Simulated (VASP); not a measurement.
# Run report: CdS, geometry relaxation (part 1 of 2)

The run: geometry relaxation of CdS (F-43m, 2 atoms in the cell). Method and program: Kohn-Sham DFT of a periodic cell, PBE, VASP PAW PBE potentials, recommended, no spin polarisation (VASP 6.6.1).

The structure derives from an entry of the Crystallography Open Database.

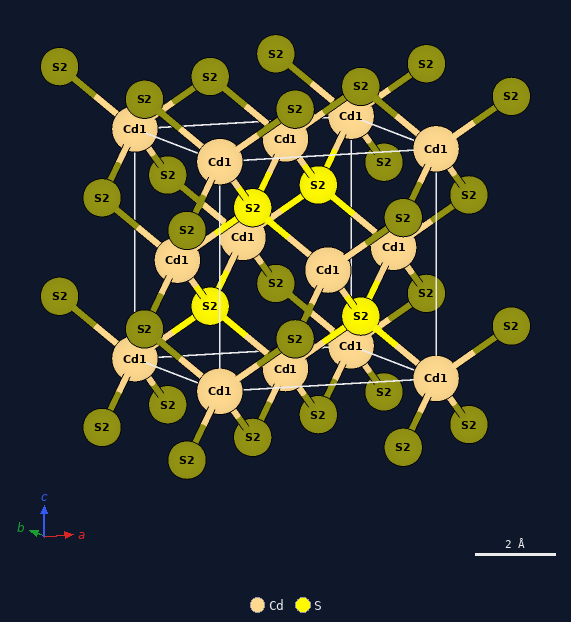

**Figure 1.** The input geometry (ball-and-stick view of the cell 4 times as large as that of the calculation, set on its symmetry axes, seen slightly off an axis; neighbours outside the cell are drawn fainter; atoms are numbered from 1 in the order of the input). An atom can appear more than once, as a periodic image.

Results in brief:

```json
{"quantity": "outcome", "value": "converged"}
{"quantity": "space group (tolerance 0.01 Å)", "value": "F-43m (216)"}
{"quantity": "electrons treated", "value": "18"}
{"quantity": "free energy", "value": "−6.1547 eV"}
{"quantity": "gap on the k-point mesh", "value": "none (metallic)"}
{"quantity": "pressure", "value": "0.01 GPa"}
{"quantity": "final volume", "value": "52.43 Å³"}
{"quantity": "largest force (length of the vector) at the end", "value": "under 0.001 eV/Å"}
{"quantity": "final cell", "value": "a = 4.201 Å, b = 4.201 Å, c = 4.201 Å, α = 60.00°, β = 60.00°, γ = 60.00°"}
{"quantity": "hardware", "value": "1 thread of Intel Xeon @ 2.50GHz (Skylake/Cascade Lake), 128 GiB of memory available, shared host"}
{"quantity": "wall time", "value": "48 s"}
{"quantity": "peak memory", "value": "0.2 GiB"}
```

Notes:

The volume changed by more than 5 % on the plane waves of the start, so the result carries a basis error; a second relaxation from the end is advised.

INCAR:
```
SYSTEM = CdS
ALGO = Normal
EDIFF = 1E-7
EDIFFG = -0.002
ENCUT = 520
GGA = PE
IBRION = 2
ISIF = 3
ISMEAR = 0
LASPH = .True.
LCHARG = .False.
LREAL = .False.
LWAVE = .False.
NELM = 60
NSW = 80
PREC = Accurate
SIGMA = 1.0
```

KPOINTS:
```
k-points
0
Gamma
  10 10 10
  0 0 0
```

POSCAR:
```
CdS
1.0
    0.0000000000      2.9165000000      2.9165000000
    2.9165000000      0.0000000000      2.9165000000
    2.9165000000      2.9165000000      0.0000000000
Cd S
1 1
Direct
    0.0000000000      0.0000000000      0.0000000000
    0.2500000000      0.2500000000      0.2500000000
```

Command:
```bash
cat potpaw_PBE.64/Cd/POTCAR potpaw_PBE.64/S/POTCAR > POTCAR
mpirun -np 1 vasp_std > vasp.out
```

OSZICAR:
```
N       E                     dE             d eps       ncg     rms          rms(c)
DAV:   1     0.110054459744E+03    0.11005E+03   -0.93000E+03  1238   0.127E+03
DAV:   2    -0.185806031454E+01   -0.11191E+03   -0.10684E+03  1437   0.294E+02
DAV:   3    -0.663306343932E+01   -0.47750E+01   -0.47625E+01  1447   0.637E+01
DAV:   4    -0.666772594691E+01   -0.34663E-01   -0.34659E-01  1372   0.544E+00
DAV:   5    -0.666824015277E+01   -0.51421E-03   -0.51420E-03  1482   0.645E-01    0.815E+00
DAV:   6    -0.614534879459E+01    0.52289E+00   -0.10404E+00  1751   0.142E+01    0.648E+00
DAV:   7    -0.612695137389E+01    0.18397E-01   -0.21353E-01  1257   0.372E+00    0.322E+00
DAV:   8    -0.612713138161E+01   -0.18001E-03   -0.20931E-02  1322   0.222E+00    0.308E-01
DAV:   9    -0.612689954482E+01    0.23184E-03   -0.30038E-03  1427   0.933E-01    0.772E-02
DAV:  10    -0.612702924406E+01   -0.12970E-03   -0.29961E-04  1297   0.195E-01    0.772E-02
DAV:  11    -0.612710409915E+01   -0.74855E-04   -0.11989E-04  1275   0.128E-01    0.197E-02
DAV:  12    -0.612709456375E+01    0.95354E-05   -0.55472E-05  1434   0.109E-01    0.896E-03
DAV:  13    -0.612709570698E+01   -0.11432E-05   -0.53001E-06  1237   0.184E-02    0.674E-03
DAV:  14    -0.612709565644E+01    0.50541E-07   -0.11870E-07  1144   0.332E-03
   1 F= -.61270957E+01 E0= -.61128601E+01  d E =-.612710E+01
       N       E                     dE             d eps       ncg     rms          rms(c)
DAV:   1    -0.701429833591E+01   -0.88720E+00   -0.18703E+01  1297   0.609E+01    0.832E+00
DAV:   2    -0.625636431043E+01    0.75793E+00   -0.17511E+00  1337   0.213E+01    0.295E+00
DAV:   3    -0.616490625710E+01    0.91458E-01   -0.21946E-01  1322   0.590E+00    0.263E+00
DAV:   4    -0.615277982013E+01    0.12126E-01   -0.14693E-02  1252   0.111E+00    0.643E-01
DAV:   5    -0.615190295029E+01    0.87687E-03   -0.22656E-03  1462   0.660E-01    0.134E-01
DAV:   6    -0.615193387913E+01   -0.30929E-04   -0.34105E-04  1242   0.230E-01    0.799E-02
DAV:   7    -0.615195143756E+01   -0.17558E-04   -0.33484E-05  1307   0.499E-02    0.301E-02
DAV:   8    -0.615194979434E+01    0.16432E-05   -0.81679E-06  1432   0.439E-02    0.265E-03
DAV:   9    -0.615195019019E+01   -0.39584E-06   -0.49401E-07  1257   0.640E-03    0.177E-03
DAV:  10    -0.615195034151E+01   -0.15133E-06   -0.14242E-08   906   0.181E-03    0.995E-04
DAV:  11    -0.615195032983E+01    0.11682E-07   -0.52868E-09   626   0.681E-04
   2 F= -.61519503E+01 E0= -.61321940E+01  d E =-.248547E-01
       N       E                     dE             d eps       ncg     rms          rms(c)
DAV:   1    -0.620990528767E+01   -0.57955E-01   -0.11389E+00  1312   0.143E+01    0.174E+00
DAV:   2    -0.615996128420E+01    0.49944E-01   -0.12693E-01  1357   0.573E+00    0.591E-01
DAV:   3    -0.615506514304E+01    0.48961E-02   -0.14763E-02  1277   0.141E+00    0.500E-01
DAV:   4    -0.615468492487E+01    0.38022E-03   -0.75215E-04  1247   0.322E-01    0.114E-01
DAV:   5    -0.615465592500E+01    0.29000E-04   -0.13970E-04  1512   0.184E-01    0.400E-02
DAV:   6    -0.615466290873E+01   -0.69837E-05   -0.24603E-05  1272   0.644E-02    0.156E-02
DAV:   7    -0.615466247855E+01    0.43018E-06   -0.19197E-06  1397   0.107E-02    0.702E-03
DAV:   8    -0.615466274937E+01   -0.27082E-06   -0.15371E-07   886   0.366E-03    0.109E-03
DAV:   9    -0.615466275310E+01   -0.37276E-08   -0.22102E-08   796   0.111E-03
   3 F= -.61546628E+01 E0= -.61364535E+01  d E =-.275671E-01
```

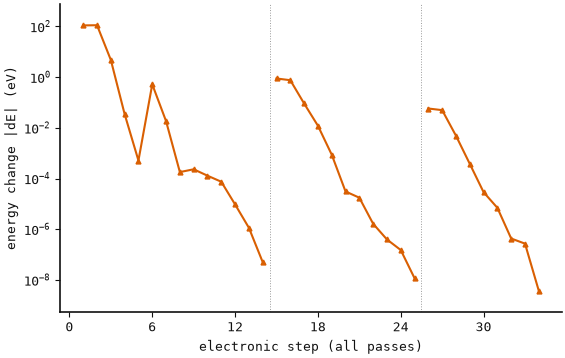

**Figure 2.** Convergence of the self-consistent field: energy change |dE| against the electronic step. Each stretch between dotted lines is the SCF of one geometry step of a relaxation. The 3 ionic steps take 9 to 14 electronic steps each. The density is held fixed in the first few steps, and dE rises again when its update begins.

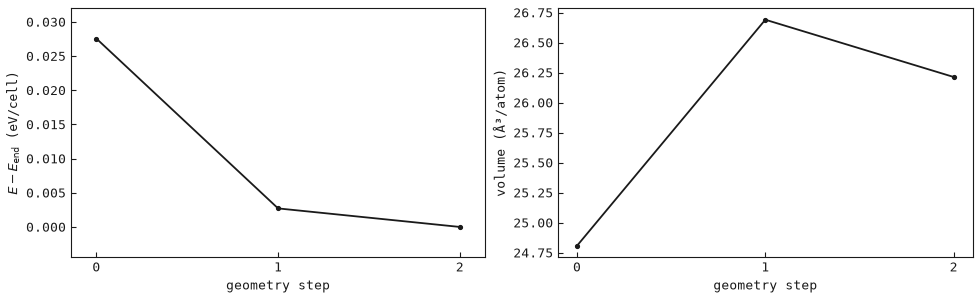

**Figure 3.** Progress of the relaxation, step by step (steps are counted from 0).

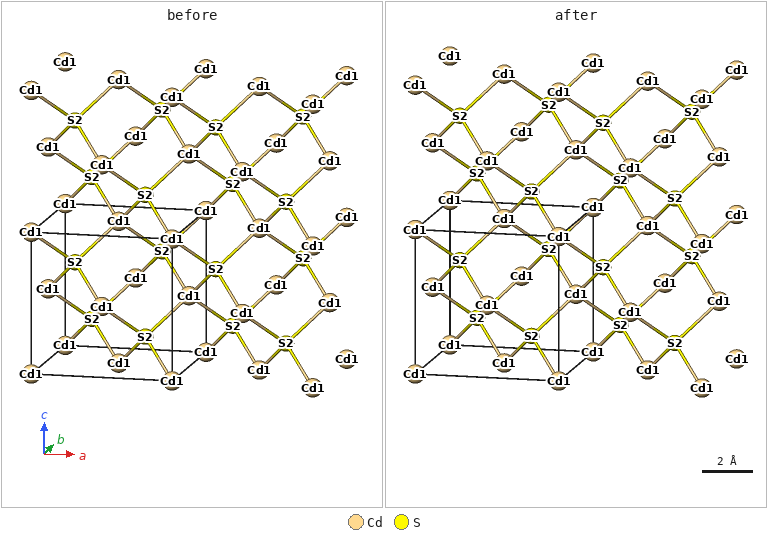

**Figure 4.** Before (left) and after (right) the relaxation, at one scale (ball-and-stick view of the cell 4 times as large as that of the calculation, set on its symmetry axes, repeated 2 × 1 × 2, seen slightly off an axis). Over 2 geometry steps the energy falls by 27.6 meV per cell of the calculation. All forces vanish by symmetry, so only the cell relaxes. The atoms keep their places relative to the cell (all moves are under 0.005 Å). The volume changes by +5.7 %, with a = b = c 5.833 → 5.941 Å (+1.9 %). Distances before and after: Cd1–S2 2.526 → 2.573 Å. The space group stays F-43m (No. 216). (Atoms are counted from 1 in the order of the input.)

Parts of OUTCAR:
```
SYSTEM = CdS
   EDIFF = 1E-7
   EDIFFG = -0.002
   ENCUT = 520
   GGA = PE
   IBRION = 2
   ISIF = 3
   ISMEAR = 0
   LASPH = .True.
   LREAL = .False.
   NELM = 60
   NSW = 80
   PREC = Accurate

 ion  position               nearest neighbor table
   1  0.000  0.000  0.000-   2 2.53   2 2.53   2 2.53   2 2.53
   2  0.250  0.250  0.250-   1 2.53   1 2.53   1 2.53   1 2.53

  LATTYP: Found a face centered cubic cell.
 ALAT       =     5.8330000000

  Lattice vectors:

 A1 = (   0.0000000000,   2.9165000000,   2.9165000000)
 A2 = (   2.9165000000,   0.0000000000,   2.9165000000)
 A3 = (   2.9165000000,   2.9165000000,   0.0000000000)

Analysis of symmetry for initial positions (statically):
=====================================================================
 Subroutine PRICEL returns:
 Original cell was already a primitive cell.

 Routine SETGRP: Setting up the symmetry group for a
 face centered cubic supercell.

 Subroutine GETGRP returns: Found 24 space group operations
 (whereof 24 operations were pure point group operations)
 out of a pool of 48 trial point group operations.

The static configuration has the point symmetry T_d .

Analysis of symmetry for dynamics (positions and initial velocities):
=====================================================================
 Subroutine PRICEL returns:
 Original cell was already a primitive cell.

 Routine SETGRP: Setting up the symmetry group for a
 face centered cubic supercell.

 Subroutine GETGRP returns: Found 24 space group operations
 (whereof 24 operations were pure point group operations)
 out of a pool of 48 trial point group operations.

The dynamic configuration has the point symmetry T_d .

 Subroutine INISYM returns: Found 24 space group operations
 (whereof 24 operations are pure point group operations),
 and found     1 'primitive' translations

----------------------------------------------------------------------------------------

                                     Primitive cell

  volume of cell :      49.6153

  direct lattice vectors                    reciprocal lattice vectors
     0.000000000  2.916500000  2.916500000    -0.171438368  0.171438368  0.171438368
     2.916500000  0.000000000  2.916500000     0.171438368 -0.171438368  0.171438368
     2.916500000  2.916500000  0.000000000     0.171438368  0.171438368 -0.171438368

  length of vectors
     4.124553855  4.124553855  4.124553855     0.296939964  0.296939964  0.296939964

  position of ions in fractional coordinates (direct lattice)
     0.000000000  0.000000000  0.000000000
     0.250000000  0.250000000  0.250000000

  ion indices of the primitive-cell ions
   primitive index   ion index
                 1           1
                 2           2

----------------------------------------------------------------------------------------

 KPOINTS: k-points

Automatic generation of k-mesh.
 Grid dimensions read from file:
 generate k-points for:   10   10   10

 Generating k-lattice:

  Cartesian coordinates                     Fractional coordinates (reciprocal lattice)
    -0.017143837  0.017143837  0.017143837     0.100000000  0.000000000  0.000000000
     0.017143837 -0.017143837  0.017143837     0.000000000  0.100000000  0.000000000
     0.017143837  0.017143837 -0.017143837     0.000000000  0.000000000  0.100000000

  Length of vectors
     0.029693996  0.029693996  0.029693996

  Shift w.r.t. Gamma in fractional coordinates (k-lattice)
     0.000000000  0.000000000  0.000000000

 Subroutine IBZKPT returns following result:
 ===========================================

 Found     47 irreducible k-points:

 Following reciprocal coordinates:
            Coordinates               Weight
  0.000000  0.000000  0.000000      1.000000
  0.100000  0.000000  0.000000      8.000000
  0.200000  0.000000  0.000000      8.000000
  0.300000  0.000000  0.000000      8.000000
  0.400000  0.000000  0.000000      8.000000
  0.500000  0.000000  0.000000      4.000000
  0.100000  0.100000  0.000000      6.000000
  0.200000  0.100000  0.000000     24.000000
  0.300000  0.100000  0.000000     24.000000
  0.400000  0.100000  0.000000     24.000000
  0.500000  0.100000  0.000000     24.000000
 -0.400000  0.100000  0.000000     24.000000
 -0.300000  0.100000  0.000000     24.000000
 -0.200000  0.100000  0.000000     24.000000
 -0.100000  0.100000  0.000000     12.000000
  0.200000  0.200000  0.000000      6.000000
  0.300000  0.200000  0.000000     24.000000
  0.400000  0.200000  0.000000     24.000000
  0.500000  0.200000  0.000000     24.000000
 -0.400000  0.200000  0.000000     24.000000
 -0.300000  0.200000  0.000000     24.000000
 -0.200000  0.200000  0.000000     12.000000
  0.300000  0.300000  0.000000      6.000000
  0.400000  0.300000  0.000000     24.000000
 [... further k-points ...]
```
